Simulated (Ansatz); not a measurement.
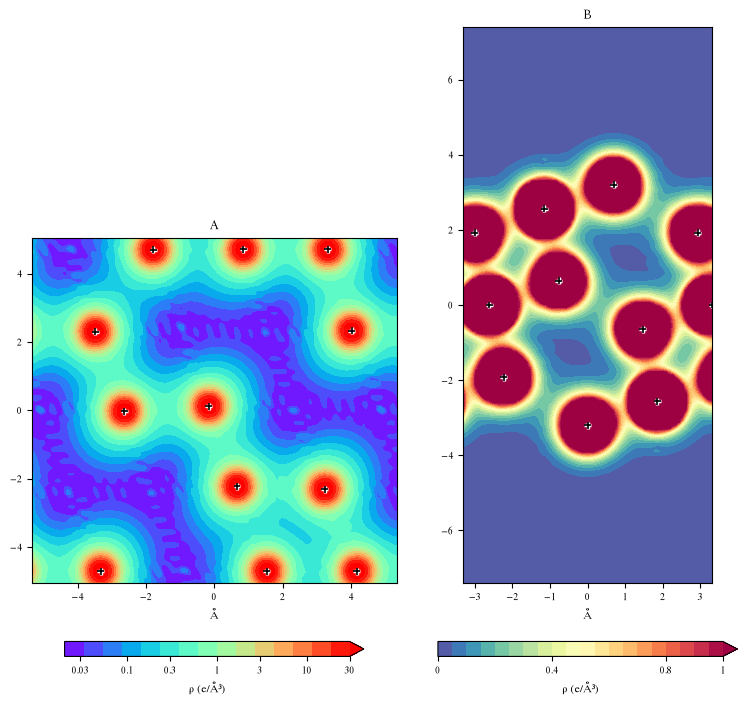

The valence pseudo-density of 2 systems, each on a plane through atoms (crosses mark nuclei in the plane).

Method: DFT PBE, scalar-relativistic, plane waves, PAW in Ansatz 0.2.0.

System 1: CuO (slab), the (100) plane of the calculation cell, a cut from vacuum to vacuum. Not relaxed (largest force 1.1 eV/Å); computed without spin polarisation.

System 2: Ge (cell with a defect), the (100) plane of the calculation cell. 

```
Ge
1.0
     5.76107    5.76107   -5.76107
    -5.76107   -5.76107   -5.76107
    -5.76107    5.76107    5.76107
Ge
33
Direct
  0.24920 0.99935 0.74963
  0.49919 0.74925 0.74952
  0.74407 0.49917 0.74426
  0.74917 0.99936 0.24943
  0.99938 0.01155 0.99964
  0.25401 0.75415 0.99945
  0.51143 0.49959 0.99970
  0.74403 0.24414 0.99937
  0.99898 0.24418 0.74426
  0.48605 0.98633 0.48664
  0.74931 0.74942 0.49954
  0.99908 0.75410 0.25426
  0.25402 0.49926 0.25432
  0.49918 0.24925 0.24934
  0.99924 0.49939 0.51173
  0.24927 0.24951 0.49953
  0.26250 0.49926 0.99947
  0.49667 0.24708 0.99944
  0.74686 0.99671 0.99944
  0.74675 0.49932 0.49681
  0.99922 0.49941 0.26307
  0.25173 0.24937 0.25197
  0.50157 0.00169 0.24944
  0.74927 0.75190 0.25203
  0.99912 0.76271 0.99952
  0.49676 0.49931 0.74723
  0.73484 0.23502 0.73516
  0.99920 0.24695 0.49689
  0.24886 0.00184 0.50198
  0.50166 0.74916 0.50193
  0.99920 0.99687 0.74721
  0.25165 0.75176 0.74951
  0.99787 0.49810 0.99855
```

Which map belongs to which system?

Panel A is system 2, Ge: the plane holds Ge. Ge–Ge (2.47 Å): ρ is about 0.48 e/Å³ halfway. Panel B is system 1, CuO: the plane holds O and Cu. Cu–O (1.96 Å): ρ at the midpoint is about 0.64 e/Å³.
